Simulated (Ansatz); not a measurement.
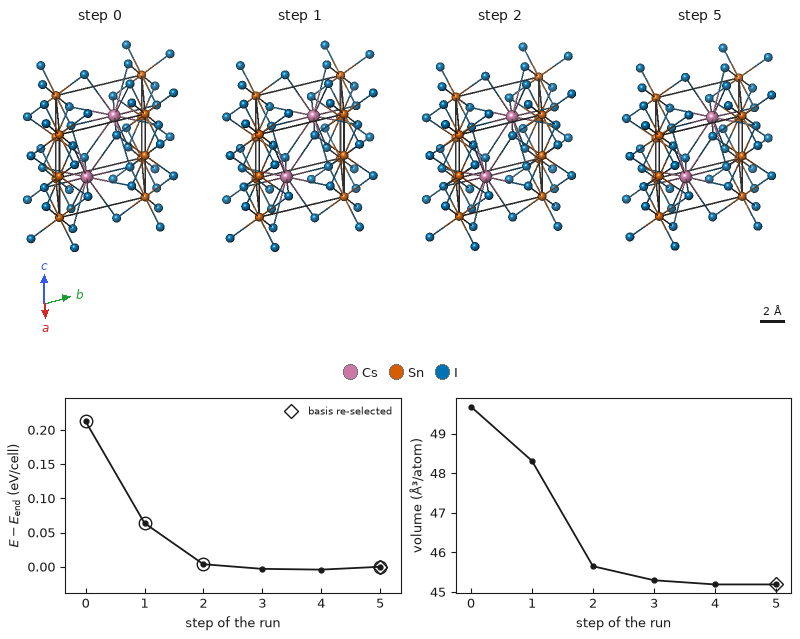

Frames of a relaxation of a crystal of CsSnI₃ (built on the KVCl3-194 type type), marked on the history of the run. Style: ball-and-stick. Shown: the cell of the calculation, from a free direction.

These are results of DFT, PBEsol, plane waves, PAW (Ansatz), not measurements. (plane-wave cutoff 420 eV; k-point mesh 6 × 6 × 6; occupations fermi dirac; smearing width 0.03 eV; no spin polarisation; cell and atoms relaxed; force threshold 0.01 eV/Å; at most 120 steps)

Q: Describe the path.

A: Over 4 accepted moves (5 points after the start) the energy falls by 0.212 eV per cell of the calculation. The largest force component goes from 0.38 to 0.0017 eV/Å. Pressure: 0.05 GPa at the start and −0.02 GPa at the end. The SCF was repeated once at an unchanged geometry on a basis and grid sized afresh for the cell, which shifted the energy by 4.1 meV per cell of the calculation at most. The largest moves relative to the cell, 0.17 Å, are those of I atoms. Sn and Cs stay in place. The drawn cell changes as follows: a = b 8.636 → 8.351 Å (−3.3 %), c 7.693 → 7.482 Å (−2.7 %); the volume changes by −9.0 %. Some distances before and after: Cs–I 4.615 → 4.390 Å, Cs–I 4.318 → 4.177 Å, I–Sn 3.104 → 3.141 Å. Among the angles between lasting bonds that change: Cs–I–Cs 112.9° → 116.9°, Cs–I–Sn 161.8° → 158.1°, Sn–I–Sn 76.6° → 73.1°. The space group stays P6_3/mmc (No. 194). The run took 72 s on 4 threads of Arm Neoverse V2, with other jobs on the host, peak memory 1.8 GiB. From step 0 to 1: I atoms move most (0.10 Å), volume −2.8 %, energy −0.149 eV per cell of the calculation. From step 1 to 2: I atoms move most (0.08 Å), volume −5.5 %, energy −60.0 meV per cell of the calculation. From step 2 to 5: volume −1.0 %, energy −3.8 meV per cell of the calculation.
